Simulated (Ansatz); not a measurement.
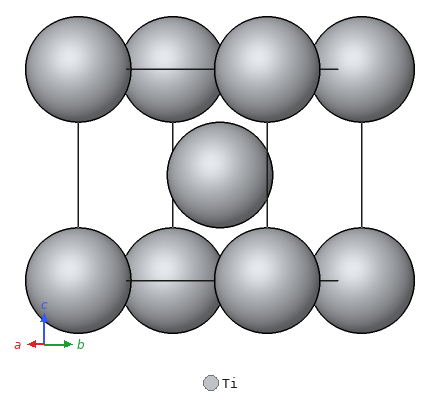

The structure, seen along [210]; the drawing may span several cells.

Given this structure, the input geometry of an electronic-structure calculation (not necessarily at equilibrium); the starting structure was generated, so it need not be a known form of this composition, written in its standard cell:

```
Ti
1.0
     3.28057    0.00000    0.00000
     0.00000    3.28057    0.00000
     0.00000    0.00000    3.28057
Ti
2
Direct
  0.00000 0.00000 0.00000
  0.50000 0.50000 0.50000
```

> What does the kinematic electron diffraction pattern along [210] look like at 120 kV (B = 0.8 Å²)?

The spots form a centred rectangular net whose two shortest vectors correspond to d = 1.64 Å and 1.34 Å, 65.9° apart. They are 0 0 2 and 1 -2 1. The pattern has symmetry 2mm. The lattice centring (I) removes all reflections that break h + k + l = 2n.

Strongest reflections with d > 0.80 Å, one of each family (|F|² from tabulated Gaussian fits of the electron scattering factors, times a small damping for the curvature of the Ewald sphere):

```
   hkl  d (Å)  I (strongest = 100)
 0 0 2  1.640                  100
1 -2 1  1.339                   58
1 -2 3  0.877                   13
 0 0 4  0.820                   10
```

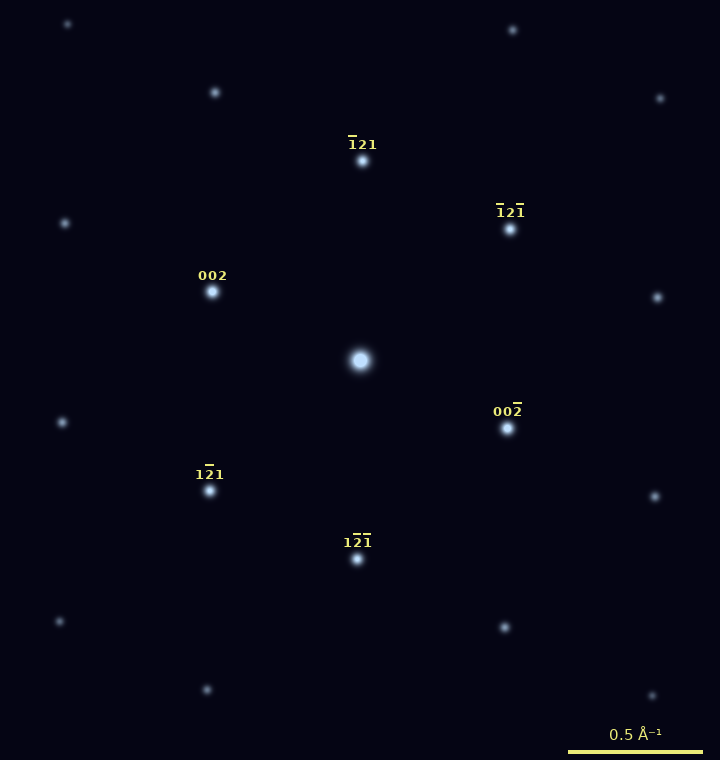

Calculated pattern, seen from the source side with [210] pointing towards the source.
